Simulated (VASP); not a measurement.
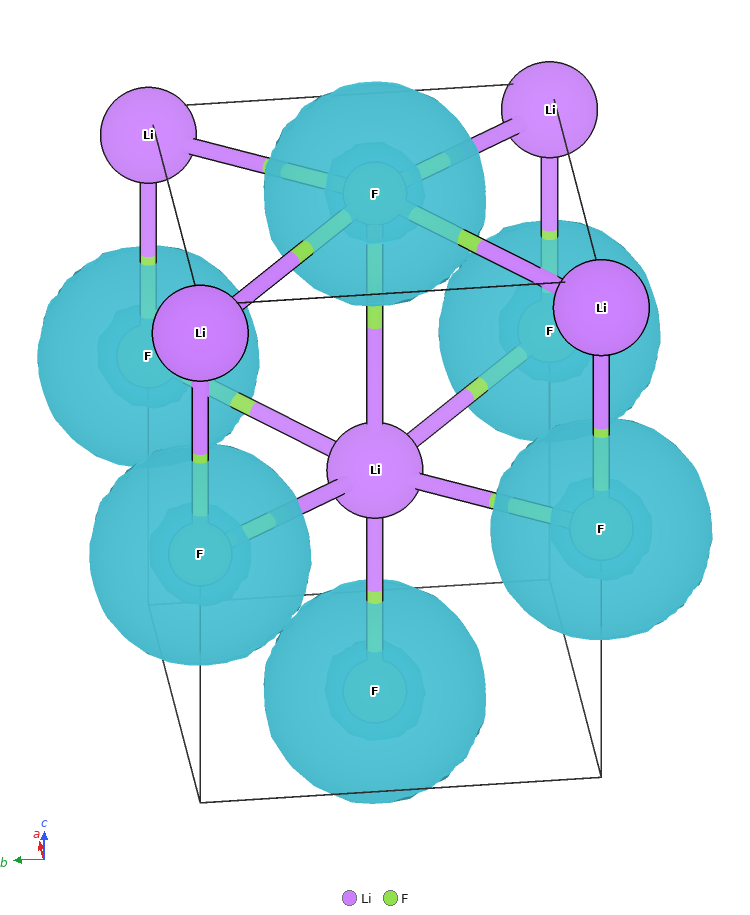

LiF. Isosurface of the electron localisation function at 0.75 (cyan), seen at an oblique angle. Core shells and regions of very low density are left out. Sticks mark near contacts.

Space group I4mm; changed on purpose from its base cell (atom 1 (Li) moved by (-0.225, +0.000) A along x and y); not relaxed (largest force 0.6 eV/Å).

Method: Kohn-Sham DFT of a periodic cell, PBEsol, VASP PAW PBE potentials, recommended (VASP 6.6.1).

> Describe the localisation domains.

The ELF exceeds this value in two regions wrapped around F (the valence shell of each), counted in one cell of 4 atoms. Any copies at cell faces, edges or corners count once. Profiles from the grid: Li–F (1.79 Å): the ELF peaks at about 0.85 in the valence shell of F, 0.6 Å from its nucleus, and falls to about 0 next to Li: a largely ionic contact. Li–F (2.03 Å): the ELF peaks at about 0.85 in the valence shell of F, 0.6 Å from its nucleus, and is about 0.40 at the midpoint (an ionic contact with no shared pair).
